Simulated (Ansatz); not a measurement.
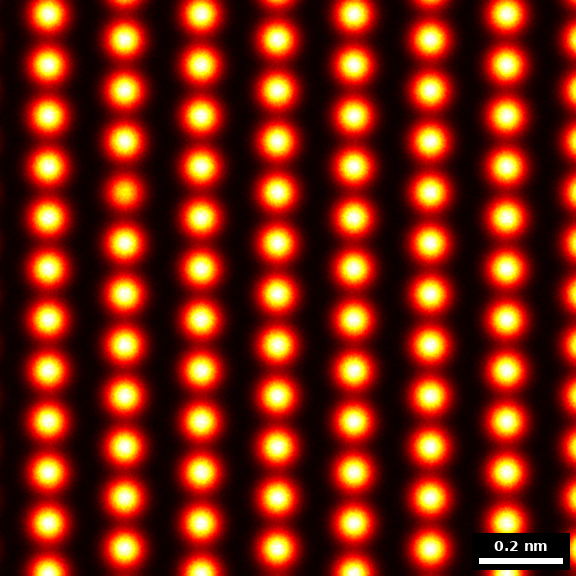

HAADF-like image of Pt (Pm-3m, No. 221) along [221]. Simulated incoherent Z contrast: every atom adds Z^1.7 spread by a probe of 0.69 Å full width; channelling and multiple scattering are left out. Shot noise was added.

The sample is 4 repeats (31.5 Å) thick. One point defect was put into the perfect crystal, without relaxing the atoms around it. Brightness is counted from the darkest point of the image. Host structure: the geometry relaxed with DFT, PBE, plane waves (420 eV) with PAW, scalar-relativistic in Ansatz; the starting structure was generated, so it need not be a known form of this composition.

> Where is the defect (in Å from the left and the top edge), and what does its contrast suggest?

At about 3 Å from the left and 5 Å from the top. The column is dimmer, which points to a vacancy or a lighter atom. The column holds 4 atoms (Pt) through the sample, and one Pt atom is missing, so its peak drops to about 75 % of that of its equals.
